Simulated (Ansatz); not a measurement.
**Formation energy and levels of the hydrogen on a lattice site H_Cl in KCl (Fm-3m)**

Aim: at which Fermi levels does H_Cl in KCl (Fm-3m) change its charge? The model is a cell of 54 host atoms with 1 Cl taken out and 1 H put in.

Program: Ansatz 0.2.0. Level of theory: place-levels on PBEsol runs: charge-transition levels and formation energies with image-charge correction and potential alignment at the atomic sites. Results are calculated unless marked as measured.

**1. Starting point**

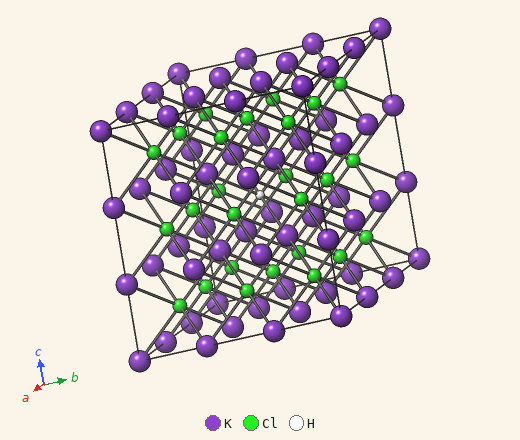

The cell as given, slightly off an axis (potassium purple, chlorine green, hydrogen white). Bonds to atoms that aren't drawn are left out. Some periodic images of atoms are drawn too.

The cell holds 54 atoms: 27 K, 26 Cl and 1 H. Cell: a = 13.243 Å, b = 13.243 Å, c = 13.243 Å, α = 60.0°, β = 60.0°, γ = 60.0°. It derives from KCl (space group Fm-3m). Nearest the centre at fractional (0.500, 0.500, 0.500): H28 at 0.00 Å, K51 at 3.12 Å, K47 at 3.12 Å, K35 at 3.12 Å, K45 at 3.12 Å, K29 at 3.12 Å, K33 at 3.12 Å, Cl16 at 4.41 Å.

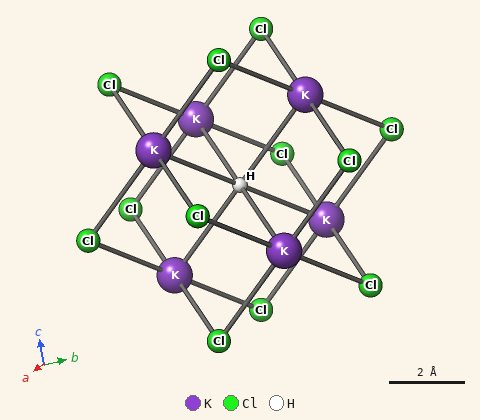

The atoms within 5 Å of the centre.

Known beforehand: the electronic dielectric constant, 2.38, and the static one, 5.25, from a response run on this crystal (DFPT, PBEsol) at that run's own cell.

The cell's shortest repeat is 13.2 Å.

**2. Charge states**

Levels follow from differences of total energies between charge states, each relaxed by itself.

Each atom starts 0.05 Å or so off its site in a random direction: a symmetric start keeps its symmetry, and would miss off-centre moves and Jahn–Teller distortions. Forces are taken at one point at (¼, ¼, ¼). The cell holds 1 electron more than the neutral one, with a uniform background that keeps it neutral on the whole. The electron count is odd, so at least one spin is unpaired; this run locks the moment at 1 μB.

The sampling was tested on the host first: at the k-points planned (1x1x1 shifted 0.25 0.25 0.25) its energy lies 0.001 eV an atom from the dense-mesh value, under the bound of 0.02 eV set for this test; that bounds the host's error, not the defect's.

One state's input; the others differ in charge, spin, start and seed, and in occupations where the table says so.

Contents of qm1_M1.relax/input.yaml:

```yaml
crystal:
  lattice:
    - [0.0, 9.36444517, 9.36444517]
    - [9.36444517, 0.0, 9.36444517]
    - [9.36444517, 9.36444517, 0.0]
  atoms:
    - { symbol: K, position: [0.0, 0.0, 0.0] }
    - { symbol: Cl, position: [0.16666667, 0.16666667, 0.16666667] }
[... 7 atom lines left out ...]
    - { symbol: Cl, position: [0.16666667, 0.5, 0.5] }
[... 1 atom line left out ...]
    - { symbol: Cl, position: [0.16666667, 0.5, 0.83333333] }
[... 3 atom lines left out ...]
    - { symbol: Cl, position: [0.16666667, 0.83333333, 0.5] }
[... 5 atom lines left out ...]
    - { symbol: Cl, position: [0.5, 0.16666667, 0.5] }
[... 1 atom line left out ...]
    - { symbol: Cl, position: [0.5, 0.16666667, 0.83333333] }
    - { symbol: K, position: [0.33333333, 0.33333333, 0.0] }
    - { symbol: Cl, position: [0.5, 0.5, 0.16666667] }
[... 1 atom line left out ...]
    - { symbol: H, position: [0.5, 0.5, 0.5] }
    - { symbol: K, position: [0.33333333, 0.33333333, 0.66666667] }
    - { symbol: Cl, position: [0.5, 0.5, 0.83333333] }
[... 1 atom line left out ...]
    - { symbol: Cl, position: [0.5, 0.83333333, 0.16666667] }
    - { symbol: K, position: [0.33333333, 0.66666667, 0.33333333] }
    - { symbol: Cl, position: [0.5, 0.83333333, 0.5] }
    - { symbol: K, position: [0.33333333, 0.66666667, 0.66666667] }
[... 4 atom lines left out ...]
    - { symbol: Cl, position: [0.83333333, 0.16666667, 0.5] }
[... 3 atom lines left out ...]
    - { symbol: Cl, position: [0.83333333, 0.5, 0.16666667] }
    - { symbol: K, position: [0.66666667, 0.33333333, 0.33333333] }
    - { symbol: Cl, position: [0.83333333, 0.5, 0.5] }
    - { symbol: K, position: [0.66666667, 0.33333333, 0.66666667] }
[... 3 atom lines left out ...]
    - { symbol: K, position: [0.66666667, 0.66666667, 0.33333333] }
[... 2 atom lines left out ...]
    - { symbol: Cl, position: [0.83333333, 0.83333333, 0.83333333] }
  host:
    repeats: [3, 3, 3]
    atoms:
      - { symbol: K, position: [0.0, 0.0, 0.0] }
      - { symbol: Cl, position: [0.5, 0.5, 0.5] }
total_charge: -1
basis:
  ecutwfc: 420
  xc_grid: 2
hamiltonian:
  xc: pbesol
kpoints:
  mp_grid: { grid: [1, 1, 1], shift: [0.25, 0.25, 0.25] }
magnetization:
  spin_polarized: true
  initial_magnetization: 1
  spin_locking: { lock_magnetization: hard }
scf:
  occupations: { method: fixed }
  max_iter: 80
output:
  forces: true
  charged_corrections:
    epsilon: 2.38
    static_epsilon: 5.25
    defect_position: [0.5, 0.5, 0.5]
relax:
  f_tol: 0.02
  max_steps: 80
  random_displacement: { amplitude: 0.05, seed: 4316 }
checkpoint:
  write: "../qm1_M1.relax.run"
  compress: false
  write_wavefunctions: true
  write_every: 100000
```

On the command line:

```sh
> ansatz run input.yaml --threads 4 --pin off --max-ram 14131MiB --backend cpu --events-out ev --progress --plain --runs-dir out
```

Defect states can disperse in a cell of this size, so the energy is taken again at a 2×2×2 shifted mesh, on the relaxed structure.

The run of this state that the levels use, under PBEsol:

Contents of qm1_M1.point/input.yaml:

```yaml
crystal:
  checkpoint: "../qm1_M1.relax.run"
  host: checkpoint
total_charge: -1
basis:
  ecutwfc: 420
  xc_grid: 2
hamiltonian:
  xc: pbesol
kpoints:
  mp_grid: { grid: [2, 2, 2], shift: [0.5, 0.5, 0.5] }
magnetization:
  spin_polarized: true
  initial_magnetization: 1
  spin_locking: { lock_magnetization: hard }
scf:
  occupations: { method: fermi_dirac, width: 0.01 }
  max_iter: 80
output:
  forces: true
  eigenvalues: true
  charged_corrections:
    epsilon: 2.38
    static_epsilon: 5.25
    defect_position: [0.5, 0.5, 0.5]
  eigenstates: { localisation: true }
  populations: true
  efg: {}
  band_densities: [{ bands: [v1, v1] }, { bands: [c1, c1] }]
  write_density: true
  write_potential: true
  volumetric_format: npy
  elf: true
checkpoint:
  read: "../qm1_M1.relax.run"
  write: "../qm1_M1.point.run"
  compress: false
  write_wavefunctions: false
  write_every: 100000
```

Relaxations under PBEsol at one point at (¼, ¼, ¼); times on 4 threads of Arm Neoverse V1, shared host:

| charge | moment (μB) | occupations | outcome | steps | largest displacement against the far atoms (Å) | time |
| --- | --- | --- | --- | --- | --- | --- |
| −1 | 1 | fixed | converged | 3 | 0.10 | 2.2 min |
| 0 | 0 | fixed | converged | 3 | 0.10 | 61 s |
| +1 | 1 | fixed | converged | 5 | 0.23 | 3.4 min |

Single points under PBEsol at a 2×2×2 shifted mesh; times on 4 threads of Arm Neoverse V1, shared host:

| charge | moment (μB) | occupations | outcome | time |
| --- | --- | --- | --- | --- |
| −1 | 1 | fermi-dirac | converged | 5.9 min |
| 0 | 0 | fermi-dirac | converged | 2.2 min |
| +1 | 1 | fermi-dirac | converged | 5.3 min |

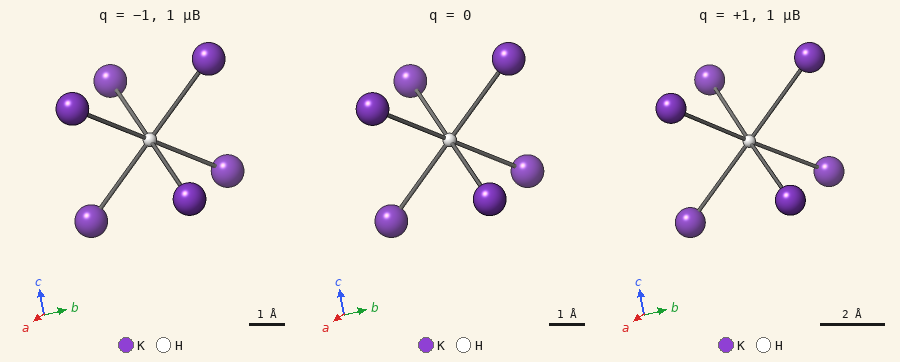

The structures near the centre after relaxation with PBEsol, by charge.

Distances (Å) from H28 to the nearest atoms after relaxation with PBEsol:

| charge | moment (μB) | 1. | 2. | 3. | 4. | 5. | 6. |
| --- | --- | --- | --- | --- | --- | --- | --- |
| −1 | 1 | K 3.02 | K 3.02 | K 3.02 | K 3.03 | K 3.03 | K 3.03 |
| 0 | 0 | K 3.01 | K 3.02 | K 3.02 | K 3.02 | K 3.03 | K 3.04 |
| +1 | 1 | K 3.32 | K 3.33 | K 3.33 | K 3.38 | K 3.38 | K 3.39 |

**3. Placing the levels, PBEsol**

A charged cell interacts with its images and the background, and its potential has another zero than the host's. place-levels removes the first by a point-charge model, screened by the static dielectric constant since the ions have relaxed around the charge, and the second by comparing potentials at atoms far from the defect.

The host is a run of the defect-free crystal in the same cutoffs, grids and k-points, so that basis and sampling errors cancel in part in the differences. The host is run in a cell of 2 atoms on a matching mesh. Its band edges are searched through the zone by a band path, so the gap is smaller than, or equal to, that on the mesh. Chemical potentials are energies per atom of Cl (Cl2 molecule) and H (H2 molecule), run with the same functional and cutoff.

Contents of levels.point.yaml:

```yaml
host:
  run: host.point.run
states: [qm1_M1.point.run, q0.point.run, qp1_M1.point.run]
geometry_from:
  qm1_M1.point.run: qm1_M1.relax.run
  q0.point.run: q0.relax.run
  qp1_M1.point.run: qp1_M1.relax.run
chemical_potentials:
  Cl:
    energy: -1060.711994
    dataset: "<sha256 of the dataset>"
  H:
    energy: -15.609288
    dataset: "<sha256 of the dataset>"
epsilon: 2.38
static_epsilon: 5.25
vertical:
  - { from: qm1_M1.point.run, to: qm1_M1.point_neutral.run }
  - { from: qp1_M1.point.run, to: qp1_M1.point_neutral.run }
```

On the command line:

```sh
> ansatz place-levels levels.point.yaml -- --threads 4 --pin off --max-ram 14131MiB
```

Numbers of over 12 decimals in the logs are rounded to 6 here.

The log of the run:

```text
[... repeated set-up lines and file paths are left out, and long positions are rounded to six places ...]
(+1/0) 1.013 eV above the valence edge, 4.090 eV under the conduction edge
(0/-1) 5.158 eV above the valence edge (+5.798 eV without the band-filling correction), in the conduction band
formation energy of charge +1: +2.671 eV with the Fermi level at the valence edge
formation energy of charge 0: +3.684 eV with the Fermi level at the valence edge
formation energy of charge -1: +8.842 eV with the Fermi level at the valence edge
vertical -1 to 0: no energy, since no alignment is typed
  the change from vertical[0].from (qm1_M1.point.run) to vertical[0].to (qm1_M1.point_neutral.run): by its potential at epsilon 2.38 it stands at 0.994 0.997 0.004, with an rms radius of about 7.4 Å (4.3 4.2 4.3 Å across the planes of the cell's vectors); [...]
vertical +1 to 0: no energy, since no alignment is typed
  the change from vertical[1].from (qp1_M1.point.run) to vertical[1].to (qp1_M1.point_neutral.run): by its potential at epsilon 2.38 it stands at 0.505 0.499 0.499, with an rms radius of about 0.0 Å (0.0 0.0 0.0 Å across the planes of the cell's vectors); [...]
  edges by pbesol, gap 5.103 eV; the host is sampled to repeats of 26.49 Å
  the defect's cells are sampled to repeats of 26.49 Å, like sampling
  charge +1: -68633.1850 eV with its correction of +0.222 eV, at epsilon 5.25, aligned at sites: -0.1134 eV, mean over 21 atomic sites at or beyond 6.62 Å from the defect at [0.5000, 0.5000, 0.5000], with +0.000000 for the charge's moments and without [...]
  charge 0: +0.000 eV for its dipole among its images, +0.000 omitted
  charge -1: -68624.4797 eV with its correction of +0.349 eV, at epsilon 5.25, aligned at sites: -0.0135 eV, mean over 21 atomic sites at or beyond 6.62 Å from the defect at [0.5000, 0.5000, 0.5000], with +0.000000 for the charge's moments and without [...]
  of states[2] (qp1_M1.point.run): its alignment with the host at atomic sites is doubtful: the cell is too small to show whether the defect's potential has decayed: take a larger one
  of states[1] (q0.point.run): its alignment with the host at atomic sites is doubtful: the cell is too small to show whether the defect's potential has decayed: take a larger one
  of states[0] (qm1_M1.point.run): it parts from the run at its places by a charge that spreads by about 4.3 Å along one vector (1.9 Å or more is wide), by its potential at epsilon 2.38, taken for that of held ions (one typed too small widens it), where the [...]
  of vertical[0].from (qm1_M1.point.run): its moments are held at its close (magnetization.spin_locking), by a field of 0.141 eV a Bohr magneton, and its energy and levels are of the state that this holds: a run that lets them go can end lower; [...]
```

Wall time 0.32 s (4 threads of Arm Neoverse V1, shared host).

Levels between the charges placed, in eV above the valence top:

|  | gap (eV) | (+1/0) | (0/−1) |
| --- | --- | --- | --- |
| PBEsol | 5.10 | 1.01 | 5.16 |

Corrections by state:

| charge | moment (μB) | image terms and alignment (eV) | band filling (eV) | ε used | over the lowest of its charge, as the program ranks them, band filling apart (eV) |
| --- | --- | --- | --- | --- | --- |
| +1 | 1.0 | 0.222 | - | 5.25 | 0.000 |
| 0 | 0.0 | 0.000 | - | - | 0.000 |
| −1 | 1.0 | 0.349 | -0.640 | 5.25 | 0.000 |

The charged structures listed were also run neutral, and place-levels reads from each pair, by the potential or the spins, how wide the charge is by which they differ; that can be the carrier of either run.

| charge | rms radius (Å) | spread where it is widest against the cell (Å) | wide from (Å) | reading |
| --- | --- | --- | --- | --- |
| +1 | 0.0 | 0.00 | 1.87 | narrow |
| −1 | 7.4 | 4.29 | 1.87 | wide |

The neutral runs of these pairs need not share the spin of the lowest neutral state, and very wide values only mean spread over the cell.

From the program's caveats on the states, each cut to its opening words:

- charge +1 (1 μB), 0, −1 (1 μB): its alignment with the host at atomic sites is doubtful: the cell is too small to show whether the defect's potential has decayed: take a larger one
- charge −1 (1 μB): it parts from the run at its places by a charge that spreads by about 4.3 Å along one vector (1.9 Å or more is wide), by its potential at epsilon 2.38, taken [...]
- charge −1 (1 μB): a band-filling correction moves a carrier to the host's band edge, which changes its energy by -0.640 eV
- charge −1 (1 μB): its moments are held at its close (magnetization.spin_locking), by a field of 0.141 eV a Bohr magneton, and its energy and levels are of the state that this [...]

The host's formation energy from the elements is -2.000 eV per atom; it sets how far the chemical potentials can move.

Limit set by the element alone; other compounds of these elements are not counted. Chemical potentials from the elements' reference states: Cl 0.00 eV, K -4.00 eV, H 0.00 eV. Formation energies (Cl-rich), with the Fermi level at the valence top and at the conduction bottom (gap 5.10 eV):

| charge | at valence top (eV) | at conduction bottom (eV) | correction included (eV) |
| --- | --- | --- | --- |
| +1 | 2.67 | 7.77 | 0.22 |
| 0 | 3.68 | 3.68 | 0.00 |
| −1 | 8.84 | 3.74 | -0.29 |

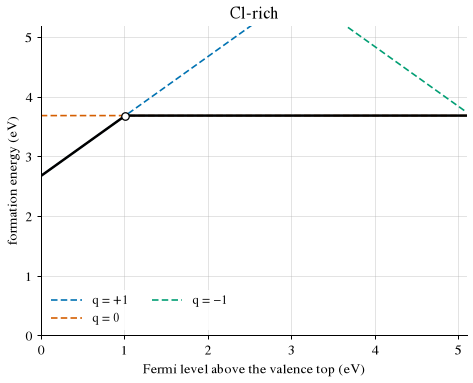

Formation energy against Fermi level; the thick line follows the lowest charge state and circles mark the transition levels.

Limit set by the element alone; other compounds of these elements are not counted. Chemical potentials from the elements' reference states: K 0.00 eV, Cl -4.00 eV, H 0.00 eV. Formation energies (K-rich), with the Fermi level at the valence top and at the conduction bottom (gap 5.10 eV):

| charge | at valence top (eV) | at conduction bottom (eV) | correction included (eV) |
| --- | --- | --- | --- |
| +1 | -1.33 | 3.77 | 0.22 |
| 0 | -0.32 | -0.32 | 0.00 |
| −1 | 4.84 | -0.26 | -0.29 |

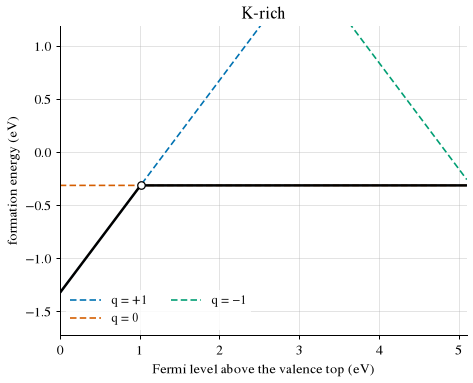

Formation energy against Fermi level; the thick line follows the lowest charge state and circles mark the transition levels.

**4. Effect of the sampling**

The relaxations' own energies give the levels at their sampling, for comparison.

Contents of levels.relax_mesh.yaml:

```yaml
host:
  run: host.relax.run
states: [qm1_M1.relax.run, q0.relax.run, qp1_M1.relax.run]
chemical_potentials:
  Cl:
    energy: -1060.711994
    dataset: "<sha256 of the dataset>"
  H:
    energy: -15.609288
    dataset: "<sha256 of the dataset>"
```

On the command line:

```sh
> ansatz place-levels levels.relax_mesh.yaml -- --threads 4 --pin off --max-ram 14131MiB
```

The log of the run:

```text
(+1/0) 1.005 eV above the valence edge, 4.097 eV under the conduction edge
[...]
formation energy of charge +1: +2.668 eV with the Fermi level at the valence edge
formation energy of charge 0: +3.673 eV with the Fermi level at the valence edge
formation energy of charge -1: +8.831 eV with the Fermi level at the valence edge
  edges by pbesol, gap 5.102 eV; the host is sampled to repeats of 13.24 Å
[... the lines on each state left out ...]
```

It took 0.1 s on 4 threads.

Levels between neighbouring charges, in eV above the valence top:

|  | gap (eV) | (+1/0) | (0/−1) |
| --- | --- | --- | --- |
| one point at (¼, ¼, ¼) | 5.10 | 1.00 | 5.16 |
| a 2×2×2 shifted mesh | 5.10 | 1.01 | 5.16 |

Going from one point at (¼, ¼, ¼) to a 2×2×2 shifted mesh moves the levels that carry no band-filling term by up to 0.01 eV and formation energies against the elements by up to 0.01 eV; band-filling terms, which differ between samplings, are in these energies.

**5. Another choice**

In this try the input is made faulty on purpose, to show what that does.

Another version of the file is tried.

levels.try0.yaml is levels.point.yaml with these lines changed:

```diff
-  Cl:
-    energy: -1060.711994
-    dataset: "<sha256 of the dataset>"
-  H:
-    energy: -15.609288
-    dataset: "<sha256 of the dataset>"
+  Cl: -1060.711994
+  H: -15.609288
```

On the command line:

```sh
> ansatz place-levels levels.try0.yaml -- --threads 4 --pin off --max-ram 14131MiB
```

The log of the run:

```text
Error: YAML parse error: error: line 9 column 3: chemical_potentials.H: expected a mapping of `energy` and `dataset` (the content sha256 that the runs behind the energy print of the element's pseudopotential file), got a number
  --> <input>:9:3
   |
 7 |   qp1_M1.point.run: qp1_M1.relax.run
 8 | chemical_potentials:
 9 |   Cl: -1060.711994
   |   ^ chemical_potentials.H: expected a mapping of `energy` and `dataset` (the content sha256 that the runs behind the energy print of the element's pseudopotential file), got a number
10 |   H: -15.609288
11 | epsilon: 2.38
   |
```

The change: chemical potentials as bare numbers.

The command refused this file.

**6. Outcome**

```
gap of the host                                                          : 5.10 eV (PBEsol)
level (plus 1/0)                                                         : 1.01 eV above the valence top
level (0/minus 1)                                                        : 5.16 eV above the valence top, past the conduction bottom (5.80 eV above the valence top without the band-filling term)
lowest of the charges placed, just above the valence top (0.02 eV)       : +1
lowest of the charges placed, just below the conduction bottom (0.02 eV) : 0
lowest formation energy at mid-gap of the charges run, Cl-rich           : 3.68 eV
lowest formation energy at mid-gap of the charges run, K-rich            : -0.32 eV
```

**Reading.** Of the charges placed (−1, 0 and +1), the lowest changes at 1.01 eV (+1/0) above the valence top, in a gap of 5.10 eV. Charges above +1 were not placed, so these runs say nothing of levels that involve them. States placed: +1 at 1 μB; 0 at 0 μB; −1 at 1 μB. Other spin states or structures, where not listed, weren't placed. The program finds carriers beyond a band edge of the host and adds a band-filling term at charge −1 (-0.64 eV); steps to such a charge show no bound level, and a defect level inside a band would be read the same way. H is taken at its element; compounds, which aren't counted here, bound the chemical potentials and would shift these formation energies. The lowest formation energy (K-rich) is negative across the gap, so the defect would form by itself: these chemical potentials lie beyond what competing compounds allow, or the host is unstable against it. Going from one point at (¼, ¼, ¼) to a 2×2×2 shifted mesh moves the levels that carry no band-filling term by up to 0.01 eV and formation energies against the elements by up to 0.01 eV; band-filling terms, which differ between samplings, are in these energies. The program doubts the alignment of potentials for at least one state, a sign that the cell is small. Keep in mind: PBEsol makes the gap too small and tends to spread out bound carriers; where a gas molecule sets a chemical potential or the host's formation energy, its binding is uncorrected.

[Logs are printed without paths, hosts, clocks, repeated set-up lines and the standing remarks that a program may print on its own settings, such as how far it seeks lower states.]

[Hosts, paths, dates, database ids (printed as entryN), source tags and the programs' standing remarks are cut or masked in the printed files.]

[Where a table of states has a column of steps, it counts the stored structures, which are thinned; the runs took as many ionic steps or more.]

[A defect's name tells the site on which it was built; relaxed atoms can leave that site.]

[For some hosts the program warned that the k-mesh of the response run may be too coarse for force constants and the static dielectric constant; such warnings are not shown here.]
